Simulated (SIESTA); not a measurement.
**Energy of RbBr along an even scaling of the cell**

System: RbBr (2 atoms in the cell).
Method: Kohn-Sham DFT of a periodic cell, PBEsol, PseudoDojo 0.4 standard, converted to PSML, no spin polarisation (SIESTA 5.4.2).

The 7 runs differ only in the geometry, by an even scaling of the cell at fixed fractional positions. The structure derives from an entry of the Crystallography Open Database.

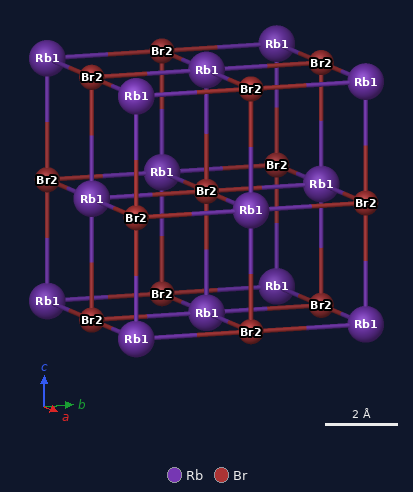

Figure 1. The structure of run 4 (ball-and-stick view of the cell 4 times as large as that of the calculation, set on its symmetry axes, seen slightly off an axis; atoms are numbered from 1 in the order of the input). An atom can appear more than once, as a periodic image.

## Input of run 4
```
SystemName                      RbBr
SystemLabel                     RbBr
NumberOfSpecies                 2
NumberOfAtoms                   2
%block ChemicalSpeciesLabel
  1  37 Rb
  2  35 Br
%endblock ChemicalSpeciesLabel

LatticeConstant                 1.0 Ang
%block LatticeVectors
     0.0000000000     3.4270000000     3.4270000000
     3.4270000000     0.0000000000     3.4270000000
     3.4270000000     3.4270000000     0.0000000000
%endblock LatticeVectors
AtomicCoordinatesFormat         Fractional
%block AtomicCoordinatesAndAtomicSpecies
     0.0000000000     0.0000000000     0.0000000000  1  Rb
     0.5000000000     0.5000000000     0.5000000000  2  Br
%endblock AtomicCoordinatesAndAtomicSpecies

%block kgrid.MonkhorstPack
    7   0   0  0.0
    0   7   0  0.0
    0   0   7  0.0
%endblock kgrid.MonkhorstPack
XC.Functional                   GGA
XC.Authors                      PBEsol
PAO.BasisSize                   DZP
PAO.EnergyShift                 0.003 Ry
Mesh.Cutoff                     500 Ry
OccupationFunction              FD
ElectronicTemperature           0.05 eV
MaxSCFIterations                120
SCF.MustConverge                false
SCF.Mixer.Method                Pulay
SCF.Mixer.Weight                0.25
SCF.Mixer.History               8
SCF.DM.Tolerance                5.0e-05
SCF.H.Tolerance                 1.0e-03 eV
WriteForces                     true
Charge.Mulliken                 end
%block PAO.Basis
  Rb 5
  n=4 0 2
    4.197 0.000
  n=5 0 2
    9.500 0.000
  n=4 1 2
    5.129 0.000
  n=5 1 1
    9.500
  n=4 2 1
    7.000
%endblock PAO.Basis
```

Command:
```bash
siesta RbBr.fdf > RbBr.out 2>&1
```

Run 3 differs from it as follows:
```diff
-     0.0000000000     3.4270000000     3.4270000000
-     3.4270000000     0.0000000000     3.4270000000
-     3.4270000000     3.4270000000     0.0000000000
+     0.0000000000     3.4039993070     3.4039993070
+     3.4039993070     0.0000000000     3.4039993070
+     3.4039993070     3.4039993070     0.0000000000
```

## Results, with one run withheld

```csv
run,volume per atom (Å³),"free energy per atom, from the lowest run given (meV)",pressure (GPa),gap on the mesh (eV)
1,37.833,6.62,1.00,4.45
2,38.638,2.62,0.60,4.40
3,39.443,?,?,?
4,40.248,0.00,−0.03,4.30
5,41.053,0.92,−0.33,4.25
6,41.858,3.19,−0.56,4.21
7,42.663,6.54,−0.76,4.16
```

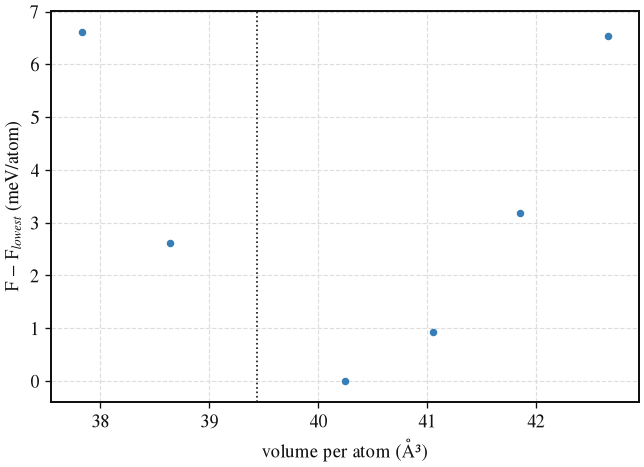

Figure 2. Free energy per atom of the runs given; the dotted line marks run 3.

Fit the runs given and predict run 3.

A cubic polynomial in V^(−2/3) (the Birch–Murnaghan form), fitted to the 6 runs given, misses them by at most 0.02 meV per atom. With x = V^(−2/3) − 0.08504 Å⁻², it reads F = 0.018306 − 348.4 x + 5.6404e+05 x² + 3.8539e+06 x³ (meV per atom). At run 3 it gives 0.48 meV per atom, and the run itself gives 0.53. The slope of the fit gives a pressure −dF/dV of 0.26 GPa there, and the run prints 0.25 GPa. The fit has its minimum at 40.106 Å³ per atom, where V d²F/dV² gives 14.7 GPa: the bulk modulus at this level, since symmetry fixes the shape and the positions. The gap on the mesh goes, without turning, from 4.45 eV in run 1 to 4.16 eV in run 7; run 3 has 4.35 eV. These are gaps of this functional on this mesh, which can miss the band edges; they aren't the measured gap.

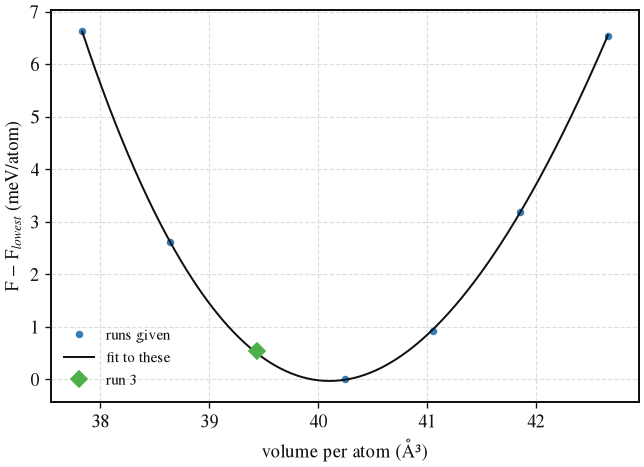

Figure 3. The fit and the withheld run.

## Some lines of the output (run 3)
```
[...]
outcell: Cell volume (Ang**3)        :     78.8857
stepf: Fermi-Dirac step function
siesta: Etot    =     -1166.633247
siesta: FreeEng =     -1166.633247
        iscf     Eharris(eV)        E_KS(eV)     FreeEng(eV)     dDmax    Ef(eV) dHmax(eV)
siesta: E_KS(eV) =            -1166.7926
siesta: E_KS - E_eggbox =     -1166.7926
siesta: Etot    =     -1166.792572
siesta: FreeEng =     -1166.792572
siesta:         Fermi =      -4.131784
siesta: Cell volume =         78.885718 Ang**3
    Orbital volume contribution        =           2.667888 eV
```

Notes: Points of doubt noted for this run: mulliken charges of long orbitals. With a small basis of atomic orbitals these values can differ much from converged plane-wave results.
